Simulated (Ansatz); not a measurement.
**Run report: Zn24O25, geometry relaxation (part 2 of 3)**

Continued. System: Zn24O25 (defect cell, 49 atoms in the cell). Method: DFT PBE, scalar-relativistic, plane waves, PAW, no spin polarisation (Ansatz 0.2.0); cutoff 420 eV, 2×2×2 k-mesh, Gaussian smearing of 0.01 eV. The structure derives from a Materials Project entry. It belongs to a series of runs on one base structure; here: O interstitial, charge +0, atoms relaxed at the host's cell.

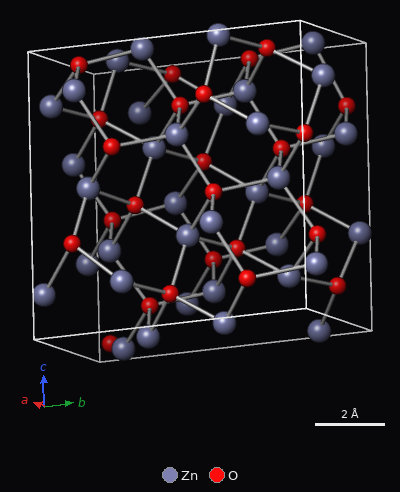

The geometry at step 5 of the log (ball-and-stick view of the cell of the calculation, seen at an oblique angle).

The program's output, continued
```
SCF iter   1: F=—  HF=-93844.643051 eV  |F-HF|=—  |Δ(HF+E_count)|=         —  Δρ=6.99e-3  dr2=3.20e-1  ethr=1.77e-3  ⟨swp⟩=5.0  Hψ=1812  notcnv=0  defer=8
preconditioner: auto → LDOS  [insulator: Δε(μ)=0.015 eV  Ē_g=12.386 eV  σ=0.010 eV  W_gap=0.70  n_scr=172 (ndim 8)  ℏωp=32.0 eV  f_vac=0.043  D(μ)=111.26/eV (n_scr^D=1976)  ε∞_Penn≈7.7  β→1.0]
SCF iter   2: F=—  HF=-93844.650312 eV  |F-HF|=—  |Δ(HF+E_count)|=   7.26e-3  Δρ=5.55e-3  dr2=3.16e-1  ethr=7.31e-5  ⟨swp⟩=2.5  Hψ=1067  notcnv=0  defer=88
SCF iter   3: F=—  HF=-93844.645049 eV  |F-HF|=—  |Δ(HF+E_count)|=   5.26e-3  Δρ=5.33e-3  dr2=2.83e-1  ethr=7.22e-5  ⟨swp⟩=1.5  Hψ=449  notcnv=0  defer=88
SCF iter   4: F=—  HF=-93844.643664 eV  |F-HF|=—  |Δ(HF+E_count)|=   1.39e-3  Δρ=5.31e-3  dr2=2.61e-1  ethr=6.46e-5  ⟨swp⟩=3.0  Hψ=752  notcnv=0  defer=88
SCF iter   5: F=—  HF=-93844.629205 eV  |F-HF|=—  |Δ(HF+E_count)|=   1.45e-2  Δρ=4.72e-3  dr2=2.00e-1  ethr=5.95e-5  ⟨swp⟩=2.0  Hψ=457  notcnv=0  defer=88
SCF iter   6: F=—  HF=-93844.621528 eV  |F-HF|=—  |Δ(HF+E_count)|=   7.68e-3  Δρ=4.23e-3  dr2=1.37e-1  ethr=4.57e-5  ⟨swp⟩=2.0  Hψ=462  notcnv=0  defer=88
SCF iter   7: F=—  HF=-93844.620059 eV  |F-HF|=—  |Δ(HF+E_count)|=   1.47e-3  Δρ=3.84e-3  dr2=1.11e-1  ethr=3.13e-5  ⟨swp⟩=1.5  Hψ=619  notcnv=0  defer=88
SCF iter   8: F=—  HF=-93844.618231 eV  |F-HF|=—  |Δ(HF+E_count)|=   1.83e-3  Δρ=3.58e-3  dr2=9.47e-2  ethr=2.53e-5  ⟨swp⟩=1.5  Hψ=449  notcnv=0  defer=88
SCF iter   9: F=—  HF=-93844.613688 eV  |F-HF|=—  |Δ(HF+E_count)|=   4.54e-3  Δρ=3.13e-3  dr2=7.06e-2  ethr=2.16e-5  ⟨swp⟩=2.0  Hψ=457  notcnv=0  defer=88
SCF iter  10: F=—  HF=-93844.611612 eV  |F-HF|=—  |Δ(HF+E_count)|=   2.08e-3  Δρ=2.75e-3  dr2=5.22e-2  ethr=1.61e-5  ⟨swp⟩=2.0  Hψ=462  notcnv=0  defer=88
SCF iter  11: F=—  HF=-93844.609571 eV  |F-HF|=—  |Δ(HF+E_count)|=   2.04e-3  Δρ=2.45e-3  dr2=4.08e-2  ethr=1.19e-5  ⟨swp⟩=2.0  Hψ=457  notcnv=0  defer=88
SCF iter  12: F=—  HF=-93844.609286 eV  |F-HF|=—  |Δ(HF+E_count)|=   2.85e-4  Δρ=2.35e-3  dr2=3.46e-2  ethr=9.31e-6  ⟨swp⟩=2.0  Hψ=457  notcnv=0  defer=88
SCF iter  13: F=—  HF=-93844.607981 eV  |F-HF|=—  |Δ(HF+E_count)|=   1.30e-3  Δρ=2.15e-3  dr2=2.86e-2  ethr=7.91e-6  ⟨swp⟩=1.5  Hψ=449  notcnv=0  defer=88
SCF iter  14: F=—  HF=-93844.607333 eV  |F-HF|=—  |Δ(HF+E_count)|=   6.49e-4  Δρ=2.02e-3  dr2=2.47e-2  ethr=6.54e-6  ⟨swp⟩=1.5  Hψ=449  notcnv=0  defer=88
SCF iter  15: F=—  HF=-93844.607236 eV  |F-HF|=—  |Δ(HF+E_count)|=   9.65e-5  Δρ=1.88e-3  dr2=2.14e-2  ethr=5.63e-6  ⟨swp⟩=1.5  Hψ=449  notcnv=0  defer=88
SCF iter  16: F=—  HF=-93844.606702 eV  |F-HF|=—  |Δ(HF+E_count)|=   5.35e-4  Δρ=1.76e-3  dr2=1.92e-2  ethr=4.88e-6  ⟨swp⟩=1.5  Hψ=449  notcnv=0  defer=88
SCF iter  17: F=—  HF=-93844.606415 eV  |F-HF|=—  |Δ(HF+E_count)|=   2.87e-4  Δρ=1.62e-3  dr2=1.63e-2  ethr=4.37e-6  ⟨swp⟩=1.5  Hψ=449  notcnv=0  defer=88
SCF iter  18: F=—  HF=-93844.606160 eV  |F-HF|=—  |Δ(HF+E_count)|=   2.55e-4  Δρ=1.50e-3  dr2=1.44e-2  ethr=3.73e-6  ⟨swp⟩=1.0  Hψ=448  notcnv=0  defer=88
SCF iter  19: F=—  HF=-93844.606474 eV  |F-HF|=—  |Δ(HF+E_count)|=   3.14e-4  Δρ=1.30e-3  dr2=1.11e-2  ethr=3.29e-6  ⟨swp⟩=1.5  Hψ=493  notcnv=0  defer=88
SCF iter  20: F=—  HF=-93844.605802 eV  |F-HF|=—  |Δ(HF+E_count)|=   6.72e-4  Δρ=9.87e-4  dr2=6.70e-3  ethr=2.54e-6  ⟨swp⟩=2.0  Hψ=453  notcnv=0  defer=88
SCF iter  21: F=—  HF=-93844.605328 eV  |F-HF|=—  |Δ(HF+E_count)|=   4.74e-4  Δρ=7.41e-4  dr2=3.87e-3  ethr=1.53e-6  ⟨swp⟩=2.0  Hψ=453  notcnv=0  defer=88
SCF iter  22: F=—  HF=-93844.605466 eV  |F-HF|=—  |Δ(HF+E_count)|=   1.38e-4  Δρ=6.25e-4  dr2=2.73e-3  ethr=8.84e-7  ⟨swp⟩=2.0  Hψ=452  notcnv=0  defer=88
SCF iter  23: F=—  HF=-93844.605356 eV  |F-HF|=—  |Δ(HF+E_count)|=   1.09e-4  Δρ=5.21e-4  dr2=1.98e-3  ethr=6.24e-7  ⟨swp⟩=1.0  Hψ=448  notcnv=0  defer=88
SCF iter  24: F=—  HF=-93844.605355 eV  |F-HF|=—  |Δ(HF+E_count)|=   1.48e-6  Δρ=4.69e-4  dr2=1.56e-3  ethr=4.51e-7  ⟨swp⟩=1.0  Hψ=448  notcnv=0  defer=88
SCF iter  25: F=—  HF=-93844.605265 eV  |F-HF|=—  |Δ(HF+E_count)|=   9.01e-5  Δρ=3.69e-4  dr2=1.13e-3  ethr=3.57e-7  ⟨swp⟩=1.0  Hψ=448  notcnv=0  defer=88
SCF iter  26: F=—  HF=-93844.605257 eV  |F-HF|=—  |Δ(HF+E_count)|=   7.75e-6  Δρ=3.24e-4  dr2=7.41e-4  ethr=2.57e-7  ⟨swp⟩=2.0  Hψ=708  notcnv=0  defer=88
SCF iter  27: F=—  HF=-93844.605159 eV  |F-HF|=—  |Δ(HF+E_count)|=   9.83e-5  Δρ=2.10e-4  dr2=3.26e-4  ethr=1.69e-7  ⟨swp⟩=2.0  Hψ=834  notcnv=0  defer=88
SCF iter  28: F=—  HF=-93844.605114 eV  |F-HF|=—  |Δ(HF+E_count)|=   4.47e-5  Δρ=1.46e-4  dr2=1.73e-4  ethr=7.44e-8  ⟨swp⟩=2.5  Hψ=737  notcnv=0  defer=88
SCF iter  29: F=—  HF=-93844.605123 eV  |F-HF|=—  |Δ(HF+E_count)|=   9.27e-6  Δρ=1.20e-4  dr2=1.30e-4  ethr=3.96e-8  ⟨swp⟩=1.0  Hψ=448  notcnv=0  defer=88
SCF iter  30: F=—  HF=-93844.605119 eV  |F-HF|=—  |Δ(HF+E_count)|=   3.65e-6  Δρ=1.05e-4  dr2=9.66e-5  ethr=2.97e-8  ⟨swp⟩=1.0  Hψ=448  notcnv=0  defer=88
SCF iter  31: F=—  HF=-93844.605114 eV  |F-HF|=—  |Δ(HF+E_count)|=   5.91e-6  Δρ=8.17e-5  dr2=5.11e-5  ethr=2.21e-8  ⟨swp⟩=2.5  Hψ=719  notcnv=0  defer=88
SCF iter  32: F=—  HF=-93844.605112 eV  |F-HF|=—  |Δ(HF+E_count)|=   2.02e-6  Δρ=7.44e-5  dr2=3.89e-5  ethr=1.17e-8  ⟨swp⟩=3.0  Hψ=913  notcnv=0  defer=88
SCF iter  33: F=—  HF=-93844.605109 eV  |F-HF|=—  |Δ(HF+E_count)|=   2.46e-6  Δρ=6.56e-5  dr2=3.14e-5  ethr=8.88e-9  ⟨swp⟩=2.0  Hψ=794  notcnv=0  defer=88
SCF iter  34: F=—  HF=-93844.605108 eV  |F-HF|=—  |Δ(HF+E_count)|=   1.27e-6  Δρ=5.38e-5  dr2=2.08e-5  ethr=7.17e-9  ⟨swp⟩=1.0  Hψ=448  notcnv=0  defer=88
SCF iter  35: F=-93844.605094 eV  HF=-93844.605107 eV  |F-HF|=1.36e-5  |Δ(HF+E_count)|=   4.66e-7  Δρ=4.70e-5  dr2=1.49e-5  ethr=3.57e-9  ⟨swp⟩=16.5  Hψ=5992  notcnv=0
SCF 1 converged in 35 iterations: F = -93844.605094 eV  dr2 = 1.49e-5
  greatest PAW one-centre occupation: 0.988 electrons in one spin orbital (limit 2), on the Zn atom at site 5 (counted from 0), in its partial waves of l = 2
relax step   1: F+E_penalty+E_count = -93844.60509371 eV  Δ(F+E_penalty+E_count) = +0.000e0 eV  max|allowed force component| = 2.251e0 eV/Å  Δτ_max = 0.0000 Å  (35 SCF iters, dr2 threshold 1.56e-5 eV, accepted)
Initial density: handed on by an earlier stage of this run
Initial wavefunctions: those handed on with the density
iter 1 solved again at ethr=2.07e-4 eV; its pass at ethr=3.10e-3 eV (dr2=9.07e-1 eV) is discarded
SCF iter   1: F=—  HF=-93845.649650 eV  |F-HF|=—  |Δ(HF+E_count)|=         —  Δρ=1.24e-2  dr2=9.20e-1  ethr=2.07e-4  ⟨swp⟩=1.5  Hψ=1822  notcnv=0  defer=88
preconditioner: auto → LDOS  [insulator: Δε(μ)=0.026 eV  Ē_g=12.417 eV  σ=0.010 eV  W_gap=0.93  n_scr=172 (ndim 8)  ℏωp=32.0 eV  f_vac=0.042  D(μ)=31.51/eV (n_scr^D=292)  ε∞_Penn≈7.6  β→1.0]
SCF iter   2: F=—  HF=-93845.576423 eV  |F-HF|=—  |Δ(HF+E_count)|=   7.32e-2  Δρ=8.25e-3  dr2=5.06e-1  ethr=2.07e-4  ⟨swp⟩=2.0  Hψ=896  notcnv=0  defer=88
SCF iter   3: F=—  HF=-93845.524537 eV  |F-HF|=—  |Δ(HF+E_count)|=   5.19e-2  Δρ=5.07e-3  dr2=2.66e-1  ethr=1.16e-4  ⟨swp⟩=2.0  Hψ=848  notcnv=0  defer=88
SCF iter   4: F=—  HF=-93845.524164 eV  |F-HF|=—  |Δ(HF+E_count)|=   3.73e-4  Δρ=5.12e-3  dr2=1.88e-1  ethr=6.08e-5  ⟨swp⟩=2.0  Hψ=746  notcnv=0  defer=88
SCF iter   5: F=—  HF=-93845.498960 eV  |F-HF|=—  |Δ(HF+E_count)|=   2.52e-2  Δρ=2.79e-3  dr2=5.93e-2  ethr=4.30e-5  ⟨swp⟩=2.0  Hψ=800  notcnv=0  defer=88
SCF iter   6: F=—  HF=-93845.494908 eV  |F-HF|=—  |Δ(HF+E_count)|=   4.05e-3  Δρ=1.42e-3  dr2=1.41e-2  ethr=1.35e-5  ⟨swp⟩=2.0  Hψ=740  notcnv=0  defer=88
SCF iter   7: F=—  HF=-93845.493374 eV  |F-HF|=—  |Δ(HF+E_count)|=   1.53e-3  Δρ=8.14e-4  dr2=4.32e-3  ethr=3.22e-6  ⟨swp⟩=3.0  Hψ=842  notcnv=0  defer=88
SCF iter   8: F=—  HF=-93845.493112 eV  |F-HF|=—  |Δ(HF+E_count)|=   2.62e-4  Δρ=5.88e-4  dr2=2.12e-3  ethr=9.87e-7  ⟨swp⟩=2.0  Hψ=839  notcnv=0  defer=88
SCF iter   9: F=—  HF=-93845.492875 eV  |F-HF|=—  |Δ(HF+E_count)|=   2.37e-4  Δρ=4.07e-4  dr2=9.79e-4  ethr=4.85e-7  ⟨swp⟩=3.0  Hψ=838  notcnv=0  defer=88
SCF iter  10: F=—  HF=-93845.492796 eV  |F-HF|=—  |Δ(HF+E_count)|=   7.88e-5  Δρ=2.90e-4  dr2=4.68e-4  ethr=2.24e-7  ⟨swp⟩=3.0  Hψ=838  notcnv=0  defer=88
SCF iter  11: F=—  HF=-93845.492748 eV  |F-HF|=—  |Δ(HF+E_count)|=   4.79e-5  Δρ=1.70e-4  dr2=1.66e-4  ethr=1.07e-7  ⟨swp⟩=3.0  Hψ=841  notcnv=0  defer=88
SCF iter  12: F=-93845.492700 eV  HF=-93845.492736 eV  |F-HF|=3.61e-5  |Δ(HF+E_count)|=   1.20e-5  Δρ=8.29e-5  dr2=3.73e-5  ethr=2.28e-8  ⟨swp⟩=15.0  Hψ=5288  notcnv=0
SCF 2 converged in 12 iterations: F = -93845.492700 eV  dr2 = 3.73e-5
[... from here on the iterations of each SCF are left out, up to the last one ...]
relax step   2: F+E_penalty+E_count = -93845.49270003 eV  Δ(F+E_penalty+E_count) = -8.876e-1 eV  max|allowed force component| = 1.230e0 eV/Å  Δτ_max = 0.1200 Å  (12 SCF iters, dr2 threshold 1.00e-4 eV, accepted)
preconditioner: auto → LDOS  [insulator: Δε(μ)=0.048 eV  Ē_g=12.431 eV  σ=0.010 eV  W_gap=0.67  n_scr=172 (ndim 8)  ℏωp=32.0 eV  f_vac=0.042  D(μ)=77.13/eV (n_scr^D=1136)  ε∞_Penn≈7.6  β→1.0]
preconditioner: auto → Resta (q_TF=auto, 2.595 Å⁻¹)  ε∞=7.6  [insulator: Δε(μ)=0.065 eV  Ē_g=12.463 eV  σ=0.010 eV  W_gap=1.00  n_scr=172 (ndim 8)  ℏωp=32.0 eV  f_vac=0.041  D(μ)=0.01/eV (n_scr^D=0)  ε∞_Penn≈7.6  β→0.5]
SCF 3 converged in 9 iterations: F = -93846.000968 eV  dr2 = 1.56e-5
relax step   3: F+E_penalty+E_count = -93846.00096847 eV  Δ(F+E_penalty+E_count) = -5.083e-1 eV  max|allowed force component| = 3.145e-1 eV/Å  Δτ_max = 0.1938 Å  (9 SCF iters, dr2 threshold 9.46e-5 eV, accepted)
preconditioner: auto → Resta (q_TF=auto, 2.595 Å⁻¹)  ε∞=7.6  [insulator: Δε(μ)=0.055 eV  Ē_g=12.448 eV  σ=0.010 eV  W_gap=1.00  n_scr=172 (ndim 8)  ℏωp=32.0 eV  f_vac=0.041  D(μ)=0.10/eV (n_scr^D=0)  ε∞_Penn≈7.6]
SCF 4 converged in 7 iterations: F = -93846.031942 eV  dr2 = 3.75e-6
relax step   4: F+E_penalty+E_count = -93846.03194185 eV  Δ(F+E_penalty+E_count) = -3.097e-2 eV  max|allowed force component| = 2.663e-1 eV/Å  Δτ_max = 0.0366 Å  (7 SCF iters, dr2 threshold 6.46e-6 eV, accepted)
preconditioner: auto → Resta (q_TF=auto, 2.595 Å⁻¹)  ε∞=7.6  [insulator: Δε(μ)=0.061 eV  Ē_g=12.450 eV  σ=0.010 eV  W_gap=1.00  n_scr=172 (ndim 8)  ℏωp=32.0 eV  f_vac=0.041  D(μ)=0.02/eV (n_scr^D=0)  ε∞_Penn≈7.6]
SCF 5 converged in 9 iterations: F = -93846.083775 eV  dr2 = 3.06e-6
relax step   5: F+E_penalty+E_count = -93846.08377501 eV  Δ(F+E_penalty+E_count) = -5.183e-2 eV  max|allowed force component| = 1.282e-1 eV/Å  Δτ_max = 0.2000 Å  (9 SCF iters, dr2 threshold 4.63e-6 eV, accepted)
preconditioner: auto → Resta (q_TF=auto, 2.595 Å⁻¹)  ε∞=7.6  [insulator: Δε(μ)=0.060 eV  Ē_g=12.460 eV  σ=0.010 eV  W_gap=1.00  n_scr=172 (ndim 8)  ℏωp=32.0 eV  f_vac=0.041  D(μ)=0.02/eV (n_scr^D=0)  ε∞_Penn≈7.6]
SCF 6 converged in 8 iterations: F = -93846.092498 eV  dr2 = 1.17e-6
relax step   6: F+E_penalty+E_count = -93846.09249754 eV  Δ(F+E_penalty+E_count) = -8.723e-3 eV  max|allowed force component| = 1.827e-1 eV/Å  Δτ_max = 0.1186 Å  (8 SCF iters, dr2 threshold 3.81e-6 eV, accepted)
preconditioner: auto → Resta (q_TF=auto, 2.595 Å⁻¹)  ε∞=7.6  [insulator: Δε(μ)=0.054 eV  Ē_g=12.453 eV  σ=0.010 eV  W_gap=1.00  n_scr=172 (ndim 8)  ℏωp=32.0 eV  f_vac=0.041  D(μ)=0.11/eV (n_scr^D=0)  ε∞_Penn≈7.6]
SCF 7 converged in 6 iterations: F = -93846.102537 eV  dr2 = 3.17e-6
relax step   7: F+E_penalty+E_count = -93846.10253711 eV  Δ(F+E_penalty+E_count) = -1.004e-2 eV  max|allowed force component| = 1.782e-2 eV/Å  Δτ_max = 0.0138 Å  (6 SCF iters, dr2 threshold 7.74e-6 eV, accepted)
iter 1 solved again at ethr=7.27e-10 eV; its pass at ethr=3.10e-3 eV (dr2=3.18e-6 eV) is discarded
SCF iter   1: F=—  HF=-93846.102245 eV  |F-HF|=—  |Δ(HF+E_count)|=         —  Δρ=1.70e-5  dr2=3.18e-6  ethr=7.27e-10  ⟨swp⟩=1.0  Hψ=1252  notcnv=0
preconditioner: auto → Resta (q_TF=auto, 2.595 Å⁻¹)  ε∞=7.6  [insulator: Δε(μ)=0.056 eV  Ē_g=12.450 eV  σ=0.010 eV  W_gap=1.00  n_scr=172 (ndim 8)  ℏωp=32.0 eV  f_vac=0.041  D(μ)=0.07/eV (n_scr^D=0)  ε∞_Penn≈7.6]
SCF iter   2: F=—  HF=-93846.102538 eV  |F-HF|=—  |Δ(HF+E_count)|=   2.93e-4  Δρ=1.19e-5  dr2=1.45e-6  ethr=7.27e-10  ⟨swp⟩=2.0  Hψ=836  notcnv=0
SCF iter   3: F=—  HF=-93846.102539 eV  |F-HF|=—  |Δ(HF+E_count)|=   3.81e-7  Δρ=1.38e-5  dr2=1.35e-6  ethr=3.32e-10  ⟨swp⟩=2.0  Hψ=886  notcnv=0
SCF iter   4: F=—  HF=-93846.102538 eV  |F-HF|=—  |Δ(HF+E_count)|=   1.46e-7  Δρ=4.34e-6  dr2=1.32e-7  ethr=3.08e-10  ⟨swp⟩=2.0  Hψ=886  notcnv=0
SCF iter   5: F=-93846.102538 eV  HF=-93846.102538 eV  |F-HF|=6.59e-9  |Δ(HF+E_count)|=   8.05e-9  Δρ=1.74e-6  dr2=2.25e-8  ethr=2.28e-11  ⟨swp⟩=8.5  Hψ=3585  notcnv=0
SCF 8 converged in 5 iterations: F = -93846.102538 eV  dr2 = 2.25e-8
  greatest PAW one-centre occupation: 0.988 electrons in one spin orbital (limit 2), on the Zn atom at site 23 (counted from 0), in its partial waves of l = 2
relax step   8: F+E_penalty+E_count = -93846.10253841 eV  Δ(F+E_penalty+E_count) = -1.306e-6 eV  max|allowed force component| = 1.758e-2 eV/Å  Δτ_max = 0.0000 Å  (5 SCF iters, accepted)
SCF converged after 5 iterations
Free energy (F): -93846.102538 eV
Harris-Foulkes:  -93846.102538 eV  (|F-HF|=6.59e-9)
Internal energy: -93846.102535 eV  (E = F + TS)
E sigma→0 (E₀):  -93846.102537 eV
Entropy (-TS):   -0.000004 eV (-0.000 meV/atom)
Fermi energy:    6.881209 eV
--- Per-component energies (eV) ---
  E_band       = 642.051183
  E_kinetic    = 7496.225684
  E_local      = -48790.219658  (includes V_loc(G=0)·N_el)
  E_nonlocal   = 16059.139943
  E_hartree    = 20006.193613
  E_xc         = -5107.563331
  E_vxc        = -3564.738678  (∫ρ·V_xc dr)
  E_paw        = -47912.089210  (= ΣΔE_a)
  E_vpaw       = -10570.796125  (= ΣTr[D̂ρ^β])
  E_aug_tail   = 0.052022  (compensation charges beyond the density's cutoff)
  E_ewald      = -35597.841596
  E_smearing   = -0.000004  (= −TS)
  E_closure    = -0.000000  (closes the sum)
  Σ components = -93846.102538   (vs F -93846.102538, Δ=0.00e0)
--- Forces (eV/Å), atoms counted from 1 ---
  atom   1  Zn    -0.00148326     0.00310952    -0.00652907
  atom   2  Zn     0.00343456    -0.00027022    -0.00652907
  atom   3  Zn    -0.00226421     0.00160670    -0.00087991
  atom   4  Zn    -0.00323136     0.00692871     0.00137362
  atom   5  Zn     0.00761612    -0.00066591     0.00137362
  atom   6  Zn    -0.00194268    -0.00194343    -0.00146980
  atom   7  Zn    -0.00195130    -0.00283930    -0.00652907
  atom   8  Zn     0.00252355     0.00115752    -0.00087991
  atom   9  Zn    -0.00438476    -0.00626280     0.00137362
  atom  10  Zn     0.00265440    -0.00071070    -0.00146980
  atom  11  Zn    -0.00025934    -0.00276422    -0.00087991
  atom  12  Zn    -0.00071172     0.00265413    -0.00146980
  atom  13  Zn     0.00489135    -0.00053200    -0.00228390
  atom  14  Zn     0.00761145     0.00333793     0.00264576
  atom  15  Zn    -0.00669646     0.00492274     0.00264576
  atom  16  Zn    -0.00198495     0.00450203    -0.00228390
  atom  17  Zn     0.00275677    -0.00424764    -0.00209141
  atom  18  Zn     0.00089146     0.00177906     0.00773868
  atom  19  Zn    -0.00290640    -0.00397003    -0.00228390
  atom  20  Zn     0.00230018     0.00451125    -0.00209141
  atom  21  Zn     0.00109498    -0.00166156     0.00773868
  atom  22  Zn    -0.00091499    -0.00826067     0.00264576
  atom  23  Zn    -0.00505695    -0.00026362    -0.00209141
  atom  24  Zn    -0.00198644    -0.00011750     0.00773868
  atom  25  O      0.00228431     0.00324843     0.00149596
  atom  26  O      0.00167107    -0.00360248     0.00149596
  atom  27  O      0.00472199    -0.00401766     0.00287861
  atom  28  O     -0.00488698     0.00703312    -0.00343339
  atom  29  O      0.00853435     0.00071569    -0.00343339
  atom  30  O      0.00300035    -0.00122595    -0.00136800
  atom  31  O     -0.00395538     0.00035405     0.00149596
  atom  32  O     -0.00584039    -0.00208053     0.00287861
  atom  33  O     -0.00364737    -0.00774881    -0.00343339
  atom  34  O     -0.00043847     0.00321136    -0.00136800
  atom  35  O      0.00111840     0.00609819     0.00287861
  atom  36  O     -0.00256188    -0.00198541    -0.00136800
  atom  37  O     -0.00238981    -0.00478016     0.00678311
  atom  38  O     -0.00084268    -0.00013412     0.00067414
  atom  39  O      0.00053749    -0.00066272     0.00067414
  atom  40  O      0.00533465     0.00032044     0.00678311
  atom  41  O      0.00012867    -0.00113940    -0.00281738
  atom  42  O     -0.00019990     0.00536403     0.00313870
  atom  43  O     -0.00294483     0.00445972     0.00678311
  atom  44  O      0.00092242     0.00068113    -0.00281738
```
